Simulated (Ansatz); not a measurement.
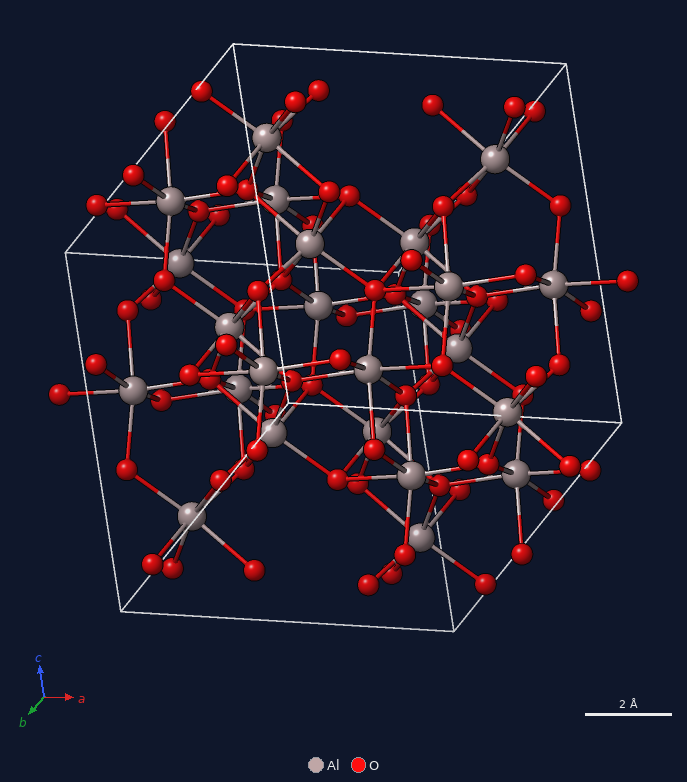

Fig. 1: The structure (ball-and-stick view of the cell of the calculation, seen at an oblique angle; bonded neighbours outside the cell are drawn too). An atom can appear more than once, as a periodic image. Near neighbours in the periodic cell (some may lie outside the picture): Al has 6 O at 1.87 to 1.99 Å; O has 4 Al at 1.87 to 1.99 Å.

Al$_{2}$O$_{3}$: single-point calculation (part 1 of 2)

The run: single-point calculation of Al$_{2}$O$_{3}$ (R-3c, 60 atoms in the cell). Method and program: DFT PBE, scalar-relativistic, plane waves, PAW, no spin polarisation (Ansatz 0.2.0).

The structure derives from an entry of the Crystallography Open Database.

The program's output:
```
Engine: ansatz 0.2.0, x86_64-unknown-linux-gnu
Pseudopotentials: kind: paw
Pseudopotential: Al, paw, valence charge 3, recommended cutoff 420 eV (normal), Al.paw.azcp
Pseudopotential: O, paw, valence charge 6, recommended cutoff 420 eV (normal), O.paw.azcp
Functional definition: PBE
  parameter kappa = 0.804
  parameter beta = 0.06672455060314922
  exchange = pbe_x(kappa = kappa, mu = beta*pi^2/3)
  correlation = pbe_c(beta = beta)
Crystal: 60 atoms, lattice volume = 525.614 Å³
Basis set: ecut = 420 eV, 10293 PW (Γ), exchange–correlation on 120×120×120 points (8 copies of the dense FFT grid, shifted against one another)
Bands: 204, of which v1, the nominal top of the filled ones, is band 144 counted from 1 (143 counted from 0)
Symmetry: 24 space group operations
Space group: R-3c (ITA 167), of the structure as read, at distance tolerance 8.1e-5 Å
k-points: 3 of 8
Non-local potential: Al, projectors of the file, l = 0: 2, l = 1: 2, l = 2: 1
Non-local potential: O, projectors of the file, l = 0: 2, l = 1: 2, l = 2: 1
PAW form: soft (Blöchl's): semilocal exchange-correlation on the pseudo side does not see the compensation charge
PAW one-centre angular grid: Al, 110 points (default); XC on 64 Gauss nodes
PAW one-centre angular grid: O, 110 points (default); XC on 64 Gauss nodes
Initial density: superposition of atomic densities (neutral atoms: chi_scale 0, normalization atom), corrected by the library's trained network
Initial wavefunctions: pseudopotential atomic-orbital guess
Functional: x = pbe(κ = 0.804, μ = 0.2195149727645171), c = pbe(β = 0.06672455060314922)
SCF iter   1: F=—  HF=-33417.642303 eV  |F-HF|=—  |Δ(HF+E_count)|=         —  Δρ=1.68e-3  dr2=7.59e-3  ethr=1.77e-3  ⟨swp⟩=6.7  Hψ=2813  notcnv=0  defer=64
preconditioner: auto → Resta (q_TF=auto, 2.468 Å⁻¹)  ε∞=3.5  [insulator: Δε(μ)=6.647 eV  Ē_g=17.227 eV  σ=0.010 eV  W_gap=1.00  n_scr=130 (ndim 8)  ℏωp=27.5 eV  f_vac=0.000  D(μ)=0.00/eV (n_scr^D=0)  ε∞_Penn≈3.5]
SCF iter   2: F=—  HF=-33417.650461 eV  |F-HF|=—  |Δ(HF+E_count)|=   8.16e-3  Δρ=8.64e-4  dr2=1.77e-3  ethr=2.64e-6  ⟨swp⟩=2.7  Hψ=1153  notcnv=0  defer=167
SCF iter   3: F=—  HF=-33417.654125 eV  |F-HF|=—  |Δ(HF+E_count)|=   3.66e-3  Δρ=1.89e-4  dr2=1.14e-4  ethr=6.16e-7  ⟨swp⟩=2.0  Hψ=782  notcnv=0  defer=167
SCF iter   4: F=—  HF=-33417.654277 eV  |F-HF|=—  |Δ(HF+E_count)|=   1.51e-4  Δρ=4.42e-5  dr2=5.87e-6  ethr=3.95e-8  ⟨swp⟩=2.0  Hψ=827  notcnv=0  defer=167
SCF iter   5: F=—  HF=-33417.654574 eV  |F-HF|=—  |Δ(HF+E_count)|=   2.97e-4  Δρ=1.47e-5  dr2=6.69e-7  ethr=2.04e-9  ⟨swp⟩=2.0  Hψ=877  notcnv=0  defer=167
SCF iter   6: F=-33417.654574 eV  HF=-33417.654574 eV  |F-HF|=2.55e-8  |Δ(HF+E_count)|=   1.30e-7  Δρ=4.26e-6  dr2=6.10e-8  ethr=3.47e-11  ⟨swp⟩=21.3  Hψ=5315  notcnv=0
SCF 1 converged in 6 iterations: F = -33417.654574 eV  dr2 = 6.10e-8
  greatest PAW one-centre occupation: 0.858 electrons in one spin orbital (limit 2), on the O atom at site 47 (counted from 0), in its partial waves of l = 0
SCF converged after 6 iterations
Free energy (F): -33417.654574 eV
Harris-Foulkes:  -33417.654574 eV  (|F-HF|=2.55e-8)
Internal energy: -33417.654574 eV  (E = F + TS)
E sigma→0 (E₀):  -33417.654574 eV
Fermi energy:    10.654126 eV
--- Per-component energies (eV) ---
  E_band       = 317.714076
  E_kinetic    = 7070.092740
  E_local      = -12050.585082  (includes V_loc(G=0)·N_el)
  E_nonlocal   = 1940.314370
  E_hartree    = 4462.800009
  E_xc         = -3673.780076
  E_vxc        = -4172.374483  (∫ρ·V_xc dr)
  E_paw        = -16925.870631  (= ΣΔE_a)
  E_vpaw       = -1395.423210  (= ΣTr[D̂ρ^β])
  E_aug_tail   = 0.090855  (compensation charges beyond the density's cutoff)
  E_ewald      = -14240.716757
  E_smearing   = -0.000000  (= −TS)
  E_closure    = 0.000000  (closes the sum)
  Σ components = -33417.654574   (vs F -33417.654574, Δ=0.00e0)
--- Forces (eV/Å), atoms counted from 1 ---
  atom   1  Al    -0.00006575    -0.00008745     0.00067879
  atom   2  Al    -0.00006575    -0.00008745     0.00067879
  atom   3  Al    -0.00006575    -0.00008745     0.00067879
  atom   4  Al    -0.00006575    -0.00008745     0.00067879
  atom   5  Al    -0.00006575    -0.00008745     0.00067879
  atom   6  Al    -0.00006575    -0.00008745     0.00067879
  atom   7  Al    -0.00006575     0.00008745    -0.00067879
  atom   8  Al    -0.00006575     0.00008745    -0.00067879
  atom   9  Al    -0.00006575     0.00008745    -0.00067879
  atom  10  Al    -0.00006575     0.00008745    -0.00067879
  atom  11  Al    -0.00006575     0.00008745    -0.00067879
  atom  12  Al    -0.00006575     0.00008745    -0.00067879
  atom  13  Al     0.00006575     0.00008745    -0.00067879
  atom  14  Al     0.00006575     0.00008745    -0.00067879
  atom  15  Al     0.00006575     0.00008745    -0.00067879
  atom  16  Al     0.00006575     0.00008745    -0.00067879
  atom  17  Al     0.00006575     0.00008745    -0.00067879
  atom  18  Al     0.00006575     0.00008745    -0.00067879
  atom  19  Al     0.00006575    -0.00008745     0.00067879
  atom  20  Al     0.00006575    -0.00008745     0.00067879
  atom  21  Al     0.00006575    -0.00008745     0.00067879
  atom  22  Al     0.00006575    -0.00008745     0.00067879
  atom  23  Al     0.00006575    -0.00008745     0.00067879
  atom  24  Al     0.00006575    -0.00008745     0.00067879
  atom  25  O      0.00080790     0.00000000    -0.00000000
  atom  26  O      0.00080790    -0.00000000     0.00000000
  atom  27  O      0.00080790    -0.00000000     0.00000000
  atom  28  O      0.00080790     0.00000000     0.00000000
  atom  29  O      0.00080790    -0.00000000     0.00000000
  atom  30  O      0.00080790    -0.00000000    -0.00000000
  atom  31  O     -0.00033572     0.00016041    -0.00010272
  atom  32  O     -0.00033572     0.00016041    -0.00010272
  atom  33  O     -0.00033572     0.00016041    -0.00010272
  atom  34  O     -0.00033572     0.00016041    -0.00010272
  atom  35  O     -0.00033572     0.00016041    -0.00010272
  atom  36  O     -0.00033572     0.00016041    -0.00010272
  atom  37  O     -0.00033572    -0.00016041     0.00010272
  atom  38  O     -0.00033572    -0.00016041     0.00010272
  atom  39  O     -0.00033572    -0.00016041     0.00010272
  atom  40  O     -0.00033572    -0.00016041     0.00010272
  atom  41  O     -0.00033572    -0.00016041     0.00010272
  atom  42  O     -0.00033572    -0.00016041     0.00010272
  atom  43  O     -0.00080790    -0.00000000     0.00000000
  atom  44  O     -0.00080790    -0.00000000    -0.00000000
  atom  45  O     -0.00080790    -0.00000000     0.00000000
  atom  46  O     -0.00080790     0.00000000    -0.00000000
  atom  47  O     -0.00080790     0.00000000    -0.00000000
  atom  48  O     -0.00080790    -0.00000000    -0.00000000
  atom  49  O      0.00033572    -0.00016041     0.00010272
  atom  50  O      0.00033572    -0.00016041     0.00010272
  atom  51  O      0.00033572    -0.00016041     0.00010272
  atom  52  O      0.00033572    -0.00016041     0.00010272
  atom  53  O      0.00033572    -0.00016041     0.00010272
  atom  54  O      0.00033572    -0.00016041     0.00010272
  atom  55  O      0.00033572     0.00016041    -0.00010272
  atom  56  O      0.00033572     0.00016041    -0.00010272
  atom  57  O      0.00033572     0.00016041    -0.00010272
  atom  58  O      0.00033572     0.00016041    -0.00010272
  atom  59  O      0.00033572     0.00016041    -0.00010272
  atom  60  O      0.00033572     0.00016041    -0.00010272
  max |Σ_I F_I| component: 6.51e-19 eV/Å
--- Stress (GPa, compression-positive) ---
        0.016224       0.000000      -0.000000
        0.000000       0.005547      -0.001477
        0.000000      -0.001502       0.020695
  P = ⅓ Tr σ = 0.0142 GPa (0.142 kbar)
--- Band table (eV) ---
  k-point 0: bands = ["-11.2193", "-11.0383", "-11.0383", "-10.9864", "-10.4139", "-10.4139", "-10.0284", "-10.0284", "-9.9495", "-9.9495", "-9.9361", "-9.7864", "-9.7864", "-9.7247", "-9.4931", "-9.4931", "-9.4360", "-9.3523", "-9.3523", "-9.3279", "-9.2871", "-9.1645", "-9.1476", "-9.1476", "-9.1345", "-9.1345", "-9.1147", "-9.1147", "-9.0485", "-9.0339", "-8.8682", "-8.8439", "-8.8413", "-8.8413", "-8.8192", "-8.8192", "1.1140", "1.1732", "1.1732", "1.3528",
      "1.3528", "1.5117", "1.5991", "1.6590", "1.6590", "1.6761", "1.7453", "1.7453", "1.7820", "1.7820", "1.8867", "1.9876", "2.3229", "2.3229", "2.5300", "2.6190", "2.6190", "2.6996", "2.7331", "2.7967", "2.7967", "3.0412", "3.0412", "3.1065", "3.2114", "3.2114", "3.4421", "3.4421", "3.4558", "3.6058", "3.7460", "3.8488", "3.8488", "3.9113", "3.9113", "3.9739", "3.9739", "4.2744", "4.2744", "4.4659",
      "4.6622", "4.8170", "4.8170", "4.8289", "4.8289", "4.8346", "4.8370", "4.9311", "5.0068", "5.1253", "5.1551", "5.1551", "5.2052", "5.2052", "5.2779", "5.2779", "5.4305", "5.4959", "5.4959", "5.6545", "5.6892", "5.6892", "5.7150", "5.7584", "5.8342", "5.8342", "5.8473", "5.9326", "5.9326", "5.9498", "5.9498", "6.0855", "6.0855", "6.1079", "6.1079", "6.1590", "6.1890", "6.2109", "6.2109", "6.2639",
      "6.2825", "6.4873", "6.4873", "6.6217", "6.6217", "6.6640", "6.6640", "6.6829", "6.6829", "6.7335", "6.7335", "6.7450", "6.7544", "6.8064", "7.0398", "7.0398", "7.0631", "7.0631", "7.0858", "7.0985", "7.1307", "7.1307", "7.1419", "7.1683", "14.7318", "15.3272", "15.3272", "15.5320", "16.5473", "16.6137", "16.6137", "16.6757", "16.7648", "16.7648", "17.0364", "17.0364", "17.0767", "17.0767", "17.2399", "17.3255",
      "17.3255", "17.3924", "17.3924", "17.7354", "17.7551", "17.7551", "17.7894", "17.7955", "17.7955", "17.8651", "17.8651", "18.0371", "18.0371", "18.0777", "18.1462", "18.5156", "18.6930", "18.6930", "18.7141", "18.7141", "18.9366", "19.0352", "19.1616", "19.1616", "19.1991", "19.4577", "19.5035", "19.5035", "19.6435", "19.6624", "19.6624", "19.8315", "20.0870", "20.0894", "20.1518", "20.1518", "20.2826", "20.2922", "20.2922", "20.3267",
      "20.3581", "20.3581", "20.6989", "20.6989"]
```
